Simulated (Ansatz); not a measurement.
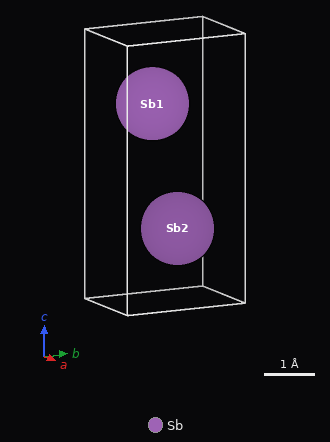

**Figure 1.** The structure as given in the input (spheres-only view of the cell of the calculation, seen slightly off an axis; atoms are numbered from 1 in the order of the input).

**What a change does: geometry relaxation on Sb**

System: Sb (2 atoms in the cell).
Method of run A: Kohn-Sham DFT of a periodic cell, PBEsol, Ansatz PAW, no spin polarisation (Ansatz 0.2.0).

The structure derives from a Materials Project entry. Text and figures count atoms from 1; the logs count them from 0 in places.

**The input, run A**
```yaml
crystal:
  lattice:
    - [3.3545324186, 0.0, 0.0]
    - [-1.6772662093, 2.9051102923, 0.0]
    - [0.0, 0.0, 5.47016065]
  atoms:
    - { symbol: Sb, position: [0.6666666667, 0.3333333333, 0.75] }
    - { symbol: Sb, position: [0.3333333333, 0.6666666667, 0.25] }
hamiltonian:
  xc: pbesol
  pseudopotentials: { kind: paw }
kpoints:
  mp_grid: { grid: [9, 9, 5] }
scf:
  occupations: { method: fermi_dirac, width: 0.05 }
output:
  forces: true
  stress: true
  eigenvalues: true
relax:
  f_tol: 0.01
  max_steps: 40
  cell: { stress_tol: 0.05 }
```

Command:
```bash
ansatz run input.yaml --threads 2 --pin off --max-ram 5632MiB --backend cpu --events-out ev --progress --plain --runs-dir out
```

Hardware: 2 threads of AMD EPYC (Zen 3), 192 GiB of memory available, shared host.

**Output, shortened to warnings, some set-up lines, iterations and results (run A)**
```
Basis set: ecut = 420 eV, 1087 PW (Γ), exchange–correlation on 48×48×80 points (8 copies of the dense FFT grid, shifted against one another)
Symmetry: 24 space group operations
k-points: 36 of 405
Initial density: superposition of atomic densities (neutral atoms: chi_scale 0, normalization atom), corrected by the library's trained network
[...]
SCF iter   1: F=—  HF=-12815.725332 eV  |F-HF|=—  |Δ(HF+E_count)|=         —  Δρ=2.45e-3  dr2=1.95e-3  ethr=1.77e-3  ⟨swp⟩=5.8  Hψ=3361  notcnv=0
SCF iter   2: F=—  HF=-12815.722993 eV  |F-HF|=—  |Δ(HF+E_count)|=   2.34e-3  Δρ=1.61e-3  dr2=8.85e-4  ethr=6.51e-6  ⟨swp⟩=2.5  Hψ=1383  notcnv=0  defer=1
SCF iter   3: F=—  HF=-12815.722842 eV  |F-HF|=—  |Δ(HF+E_count)|=   1.50e-4  Δρ=7.41e-4  dr2=1.39e-4  ethr=2.95e-6  ⟨swp⟩=2.0  Hψ=1213  notcnv=0  defer=1
SCF iter   4: F=—  HF=-12815.722730 eV  |F-HF|=—  |Δ(HF+E_count)|=   1.13e-4  Δρ=8.47e-5  dr2=5.26e-6  ethr=4.63e-7  ⟨swp⟩=2.0  Hψ=1213  notcnv=0  defer=1
SCF iter   5: F=—  HF=-12815.722730 eV  |F-HF|=—  |Δ(HF+E_count)|=   3.44e-7  Δρ=3.00e-5  dr2=6.19e-7  ethr=1.75e-8  ⟨swp⟩=2.4  Hψ=1223  notcnv=0  defer=1
[... 63 lines ...]
SCF iter   3: F=—  HF=-12815.730302 eV  |F-HF|=—  |Δ(HF+E_count)|=   4.07e-8  Δρ=1.05e-6  dr2=2.51e-10  ethr=6.28e-11  ⟨swp⟩=2.0  Hψ=1199  notcnv=0
SCF iter   4: F=—  HF=-12815.730302 eV  |F-HF|=—  |Δ(HF+E_count)|=  1.27e-10  Δρ=5.68e-7  dr2=7.67e-11  ethr=1.00e-12  ⟨swp⟩=7.3  Hψ=3711  notcnv=0
SCF iter   5: F=-12815.730302 eV  HF=-12815.730302 eV  |F-HF|=9.09e-12  |Δ(HF+E_count)|=  1.82e-12  Δρ=1.43e-7  dr2=7.11e-12  ethr=1.00e-12  ⟨swp⟩=4.1  Hψ=3276  notcnv=0
SCF 11 converged in 5 iterations: F = -12815.730302 eV  dr2 = 7.11e-12
relax step  11: F+E_penalty+E_count = -12815.73030232 eV  Δ(F+E_penalty+E_count) = +3.402e-4 eV  max|allowed force component| = 5.551e-17 eV/Å  Δτ_max = 0.0000 Å  P = +0.008 …
basis re-selected at this cell: Δ(F+E_penalty+E_count) = +3.402e-4 eV, ΔP = +0.003 GPa vs the last step (what re-selecting the basis moved, of the pressure what is left beyond the Pulay correction that the steps carried, after the strain that the cell walked since its last selection, with what the …
SCF converged after 5 iterations
Free energy (F): -12815.730302 eV
Harris-Foulkes:  -12815.730302 eV  (|F-HF|=9.09e-12)
Internal energy: -12815.718872 eV  (E = F + TS)
E sigma→0 (E₀):  -12815.724587 eV
Entropy (-TS):   -0.011430 eV (-5.715 meV/atom)
Fermi energy:    12.012314 eV
--- Per-component energies (eV) ---
  E_band       = -276.167849
  E_kinetic    = 414.994695
  E_local      = -2817.157416  (includes V_loc(G=0)·N_el)
  E_nonlocal   = 726.879291
  E_hartree    = 1289.135642
  E_xc         = -275.822643
  E_vxc        = -194.271730  (∫ρ·V_xc dr)
  E_paw        = -8997.523456  (= ΣΔE_a)
  E_vpaw       = -984.883784  (= ΣTr[D̂ρ^β])
  E_aug_tail   = -0.000004  (compensation charges beyond the density's cutoff)
  E_ewald      = -3156.888698
  E_core_change = 0.663714  (= ΣΔE_core)
  E_smearing   = -0.011430  (= −TS)
  E_closure    = 0.000000  (closes the sum)
  Σ components = -12815.730302   (vs F -12815.730302, Δ=0.00e0)
--- Forces (eV/Å), atoms counted from 1 ---
  atom   1  Sb     0.00000000     0.00000000     0.00000000
  atom   2  Sb     0.00000000    -0.00000000     0.00000000
  max |Σ_I F_I| component: 0.00e0 eV/Å
--- Stress (GPa, compression-positive) ---
        0.014978       0.000000       0.000000
       -0.000000       0.014978       0.000000
        0.000000       0.000000      -0.004596
  P = ⅓ Tr σ = 0.0085 GPa (0.085 kbar)
--- Relaxed structure (10 steps of the walk, 9 accepted, 1 SCFs on fresh bases) ---
  F+E_penalty+E_count = -12815.73030232 eV   max|allowed force component| = 5.551e-17 eV/Å   (the final SCF, on the basis selected at the relaxed cell)
  cell:  # Å, volume = 52.0715 Å³
    - [3.354193074621254, -2.861033845318276e-35, 0.0]
    - [-1.677096537310627, 2.9048164118198394, 0.0]
    - [0.0, 0.0, 5.344335578144792]
  atoms:
[...]
```

The input of run B differs as follows (lines with − go, lines with + come):
```diff
+  max_iter: 75
-  f_tol: 0.01
-  max_steps: 40
+  f_tol: 1.0e-09
+  max_steps: 30
```

How does run B compare with run A?

Both reach the same energy, so the change doesn't alter the result. The SCF takes 57 iterations over all geometry steps against 51.

**Output, shortened to warnings, some set-up lines, iterations and results (run B)**
```
Basis set: ecut = 420 eV, 1087 PW (Γ), exchange–correlation on 48×48×80 points (8 copies of the dense FFT grid, shifted against one another)
Symmetry: 24 space group operations
k-points: 36 of 405
Initial density: superposition of atomic densities (neutral atoms: chi_scale 0, normalization atom), corrected by the library's trained network
[...]
SCF iter   1: F=—  HF=-12815.725332 eV  |F-HF|=—  |Δ(HF+E_count)|=         —  Δρ=2.45e-3  dr2=1.95e-3  ethr=1.77e-3  ⟨swp⟩=5.8  Hψ=3361  notcnv=0
SCF iter   2: F=—  HF=-12815.722993 eV  |F-HF|=—  |Δ(HF+E_count)|=   2.34e-3  Δρ=1.61e-3  dr2=8.85e-4  ethr=6.51e-6  ⟨swp⟩=2.5  Hψ=1383  notcnv=0  defer=1
SCF iter   3: F=—  HF=-12815.722842 eV  |F-HF|=—  |Δ(HF+E_count)|=   1.50e-4  Δρ=7.41e-4  dr2=1.39e-4  ethr=2.95e-6  ⟨swp⟩=2.0  Hψ=1213  notcnv=0  defer=1
SCF iter   4: F=—  HF=-12815.722730 eV  |F-HF|=—  |Δ(HF+E_count)|=   1.13e-4  Δρ=8.47e-5  dr2=5.26e-6  ethr=4.63e-7  ⟨swp⟩=2.0  Hψ=1213  notcnv=0  defer=1
SCF iter   5: F=—  HF=-12815.722730 eV  |F-HF|=—  |Δ(HF+E_count)|=   3.44e-7  Δρ=3.00e-5  dr2=6.19e-7  ethr=1.75e-8  ⟨swp⟩=2.4  Hψ=1223  notcnv=0  defer=1
[... 71 lines ...]
SCF iter   3: F=—  HF=-12815.730306 eV  |F-HF|=—  |Δ(HF+E_count)|=   4.15e-8  Δρ=1.06e-6  dr2=2.56e-10  ethr=6.42e-11  ⟨swp⟩=2.0  Hψ=1195  notcnv=0
SCF iter   4: F=—  HF=-12815.730306 eV  |F-HF|=—  |Δ(HF+E_count)|=  1.24e-10  Δρ=5.72e-7  dr2=7.72e-11  ethr=1.00e-12  ⟨swp⟩=7.3  Hψ=3717  notcnv=0
SCF iter   5: F=-12815.730306 eV  HF=-12815.730306 eV  |F-HF|=1.64e-11  |Δ(HF+E_count)|=  1.82e-12  Δρ=1.52e-7  dr2=7.94e-12  ethr=1.00e-12  ⟨swp⟩=4.0  Hψ=3279  notcnv=0
SCF 12 converged in 5 iterations: F = -12815.730306 eV  dr2 = 7.94e-12
relax step  12: F+E_penalty+E_count = -12815.73030600 eV  Δ(F+E_penalty+E_count) = +3.397e-4 eV  max|allowed force component| = 5.782e-17 eV/Å  Δτ_max = 0.0000 Å  P = +0.035 …
basis re-selected at this cell: Δ(F+E_penalty+E_count) = +3.397e-4 eV, ΔP = +0.002 GPa vs the last step (what re-selecting the basis moved, of the pressure what is left beyond the Pulay correction that the steps carried, after the strain that the cell walked since its last selection, with what the …
SCF converged after 5 iterations
Free energy (F): -12815.730306 eV
Harris-Foulkes:  -12815.730306 eV  (|F-HF|=1.64e-11)
Internal energy: -12815.718868 eV  (E = F + TS)
E sigma→0 (E₀):  -12815.724587 eV
Entropy (-TS):   -0.011438 eV (-5.719 meV/atom)
Fermi energy:    12.018734 eV
--- Per-component energies (eV) ---
  E_band       = -276.033653
  E_kinetic    = 415.007001
  E_local      = -2816.738286  (includes V_loc(G=0)·N_el)
  E_nonlocal   = 726.881323
  E_hartree    = 1288.990681
  E_xc         = -275.828698
  E_vxc        = -194.279687  (∫ρ·V_xc dr)
  E_paw        = -8997.524413  (= ΣΔE_a)
  E_vpaw       = -984.885162  (= ΣTr[D̂ρ^β])
  E_aug_tail   = -0.000004  (compensation charges beyond the density's cutoff)
  E_ewald      = -3157.170186
  E_core_change = 0.663714  (= ΣΔE_core)
  E_smearing   = -0.011438  (= −TS)
  E_closure    = 0.000000  (closes the sum)
  Σ components = -12815.730306   (vs F -12815.730306, Δ=0.00e0)
--- Forces (eV/Å), atoms counted from 1 ---
  atom   1  Sb     0.00000000     0.00000000     0.00000000
  atom   2  Sb     0.00000000    -0.00000000     0.00000000
  max |Σ_I F_I| component: 9.25e-18 eV/Å
--- Stress (GPa, compression-positive) ---
        0.031110      -0.000000       0.000000
        0.000000       0.031110       0.000000
        0.000000       0.000000       0.041364
  P = ⅓ Tr σ = 0.0345 GPa (0.345 kbar)
--- Relaxed structure (11 steps of the walk, 10 accepted, 1 SCFs on fresh bases) ---
  F+E_penalty+E_count = -12815.73030600 eV   max|allowed force component| = 5.782e-17 eV/Å   (the final SCF, on the basis selected at the relaxed cell)
  cell:  # Å, volume = 52.0565 Å³
    - [3.355013583538754, 5.722067690636552e-34, 0.0]
    - [-1.677506791769377, 2.905526993386426, 0.0]
    - [0.0, 0.0, 5.340175411607548]
  atoms:
[...]
```

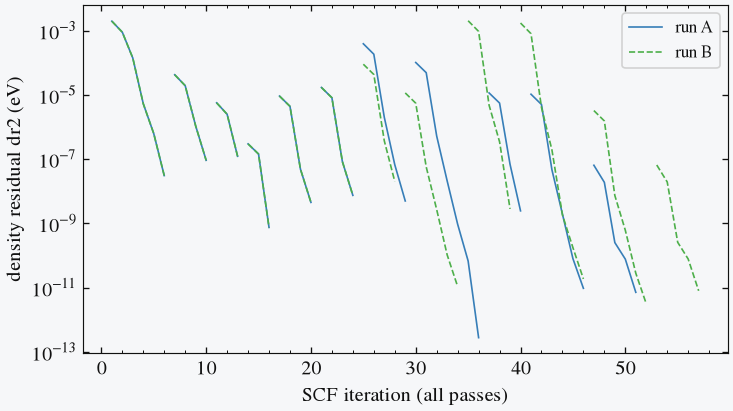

**Figure 2.** Convergence of the two runs: density residual dr2 against the SCF iteration. A break in a curve parts two SCF passes. Run A takes 51 iterations in all, and run B takes 57.

**The two runs side by side**

```csv
quantity,run A,run B
outcome,converged,converged
free energy per atom (eV),−6407.8652,−6407.8652
"energy per atom, smearing taken to zero (eV)",−6407.8623,−6407.8623
gap on the mesh (eV),0.00,0.00
pressure (GPa),0.01,0.03
volume per atom (Å³),26.04,26.03
largest force (eV/Å),0.000,0.000
SCF iterations,51,57
irreducible k-points,36,36
wall time (shared host),8.9 s,9.7 s
```

For run B: This input holds a deliberate fault: a force tolerance that can't be met (`relax.f_tol` and `relax.max_steps`). It did no harm here: the run converged to the energy of the sound run within 1 meV per atom.
